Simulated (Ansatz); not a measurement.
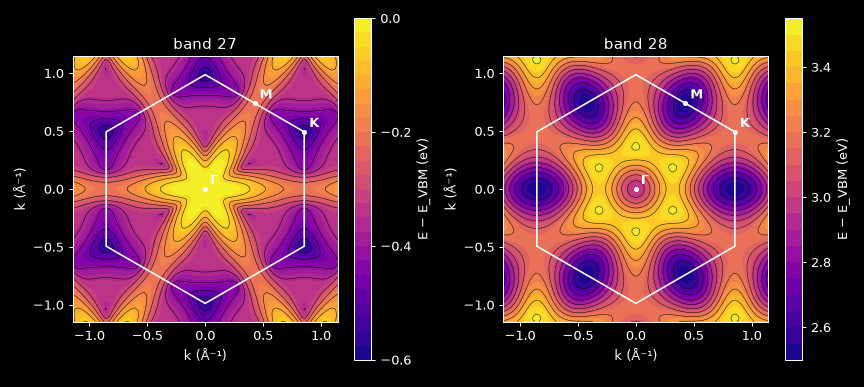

Two bands of a single layer of CdI₂ (space group of the slab cell P-3m1) over the plane of the sheet: the highest mostly filled and the lowest mostly empty one.

These are results of DFT PBE, scalar-relativistic, plane waves, PAW; levels and slopes on a dense k mesh at the converged density (Ansatz 0.2.0), not measurements. No spin polarisation. k mesh for the levels: 54×54×1. Unrelaxed database geometry.

Give both levels and their distance at the named points.

```csv
point,lower band (eV),upper band (eV),distance (eV)
Γ,−0.01,2.94,2.94
K,−0.60,3.17,3.76
M,−0.21,2.51,2.71
```

Where are the band edges of the whole zone?

The valence band has six equivalent maxima on the Γ–M line, principal masses 0.38 and 4.18 mₑ; the conduction band has three equivalent minima at M, principal masses 0.35 and 0.67 mₑ. The gap is indirect, 2.51 eV at this level of theory (semilocal functionals give gaps that are too small, and can reorder valleys that lie close).

Spin-orbit coupling, left out here, can change the gap, its kind, the place of the band edges and the masses, since the compound holds Cd and I.
